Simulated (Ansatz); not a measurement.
## STM study: PtSe2(111) (P-3m1 bulk, 7 atomic planes (those closer than 0.6 Å count as one), 11 Å, Se2Pt-terminated)

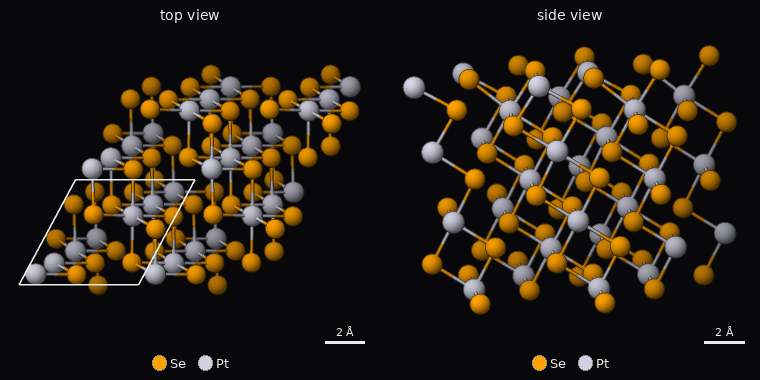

The relaxed structure from above and from the side.

Theory: DFT PBE, scalar-relativistic, plane waves, PAW (Ansatz 0.2.0). Cutoff 420 eV, 11 × 11 k-points, Gaussian smearing 0.05 eV, dipole correction. The slab is a cut without reconstruction beyond its cell, at the source's lattice constants, with its lower half held fixed and the rest relaxed. No spin polarisation. Spin–orbit coupling is left out; with Pt it can shift levels and gaps. The run couldn't confirm all of its levels under its output density. The run warns that the functional's potential is rough in the thin density of the vacuum, where the tip is; weak contrasts and barriers may feel it.

Model: Tersoff–Hamann, s-wave tip, no tip–sample forces. Bias windows are sharp sums over the levels of the k mesh.

```yaml
crystal:
  lattice:
    - [6.28427, 0.00000, 0.00000]
    - [2.97405, 5.53598, 0.00000]
    - [0.00000, 0.00000, 31.35891]
  atoms:
    - { symbol: Se, position: [0.66364, 0.99697, 0.31889] }
    - { symbol: Pt, position: [0.44041, 0.44041, 0.33282] }
    - { symbol: Se, position: [0.21718, 0.88385, 0.34675] }
    - { symbol: Se, position: [0.10405, 0.43738, 0.37462] }
    - { symbol: Pt, position: [0.88082, 0.88082, 0.38855] }
    - { symbol: Se, position: [0.65759, 0.32426, 0.40248] }
    - { symbol: Se, position: [0.54446, 0.87779, 0.43034] }
    - { symbol: Pt, position: [0.32123, 0.32123, 0.44427] }
    - { symbol: Se, position: [0.09800, 0.76467, 0.45821] }
    - { symbol: Se, position: [0.98487, 0.31820, 0.48607] }
    - { symbol: Pt, position: [0.76060, 0.76258, 0.50189] }
    - { symbol: Se, position: [0.53801, 0.20788, 0.51615] }
    - { symbol: Se, position: [0.41787, 0.75913, 0.54573] }
    - { symbol: Pt, position: [0.19896, 0.20522, 0.55983] }
    - { symbol: Se, position: [0.98400, 0.65207, 0.57266] }
    - { symbol: Se, position: [0.84467, 0.21212, 0.60114] }
    - { symbol: Pt, position: [0.64219, 0.65547, 0.61560] }
    - { symbol: Se, position: [0.43633, 0.09749, 0.62991] }
    - { symbol: Se, position: [0.30761, 0.66889, 0.66701] }
    - { symbol: Pt, position: [0.09145, 0.10324, 0.66699] }
    - { symbol: Se, position: [0.89197, 0.53250, 0.68255] }
```

The last single point, restarted from the relaxation's density, took 26 min on 4 threads of Arm Neoverse V1, with other jobs on the host, peak memory 7.9 GiB.

Part 1: One image

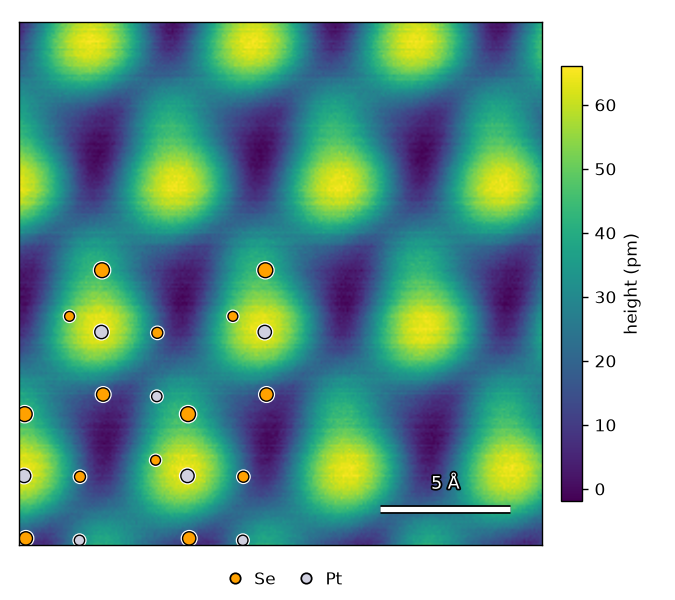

Constant-current image at a set point of 1.3 × 10⁻⁶ e/Å³ of this surface, sample bias +1.00 V. The atoms seen from above are drawn over one corner (deeper ones smaller). Noise was added to mimic a scan.

> Which atoms or sites appear bright, which dark, and how strong is the contrast?

The brightest spots lie over the Pt atoms 0.5 Å below the top plane; the darkest points are over points 1.8 Å to the side of the Se atoms 0.5 Å below the top plane. The corrugation is 64 pm at a mean tip height of 4.5 Å.

Part 2: Approach curves

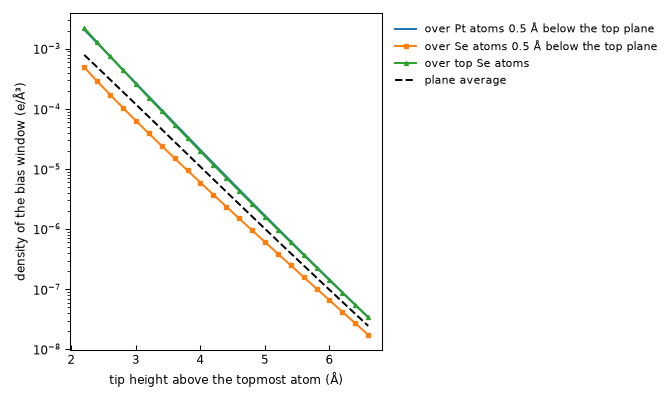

Approach curves over this surface at a sample bias of +1.50 V.

> How fast does the current decay, and what apparent barrier height does that imply?

Near 4 Å the plane average falls as exp(−2.39 z/Å), a factor of 11 per ångström, which gives an apparent barrier of 5.4 eV (0.952 eV Å² times the slope squared). The vacuum level lies 5.21 eV above zero bias. The upper edge of the window lies 3.71 eV under it. The apparent barrier is well above 3.71 eV. At 4 Å the 0.50 eV of states nearest the upper edge carry 57 % of the density.

Part 3: States by depth

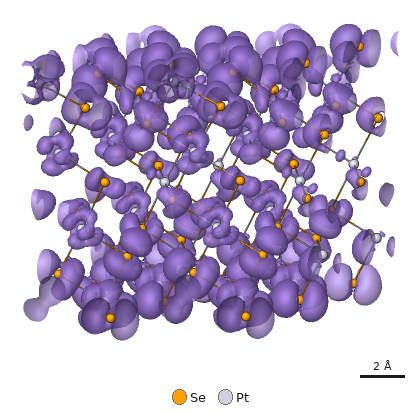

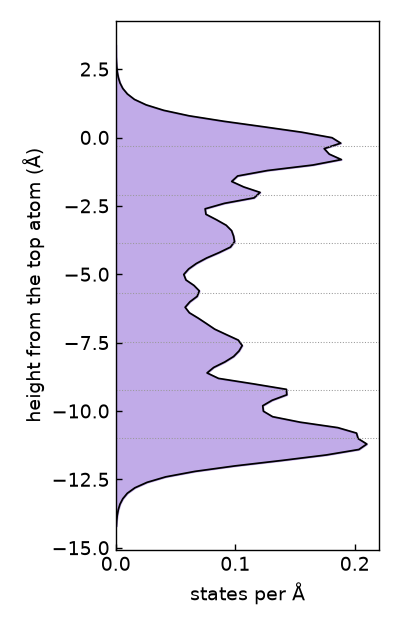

Density of all states between 0.00 and +0.25 eV (zero: the Fermi level) of this surface: purple isosurface at 6.2 × 10⁻³ e/Å³, seen from the side, and the full density summed over planes, the part near the nuclei included (dotted lines mark the atomic planes).

The first picture shows the smooth PAW orbitals' density alone; the shares below count all of it.

> How is this energy window spread over the atomic planes?

The window holds 1.5 states per cell. Shares by plane (space cut midway between planes), top to bottom: PtSe2 22 %, PtSe2 12 %, PtSe2 10 %, PtSe2 7 %, PtSe2 11 %, PtSe2 13 %, PtSe2 24 %; the outer planes' shares include the vacuum, and density in a gap between layers is shared out between the planes on either side. The outer planes of both faces hold more than their share.
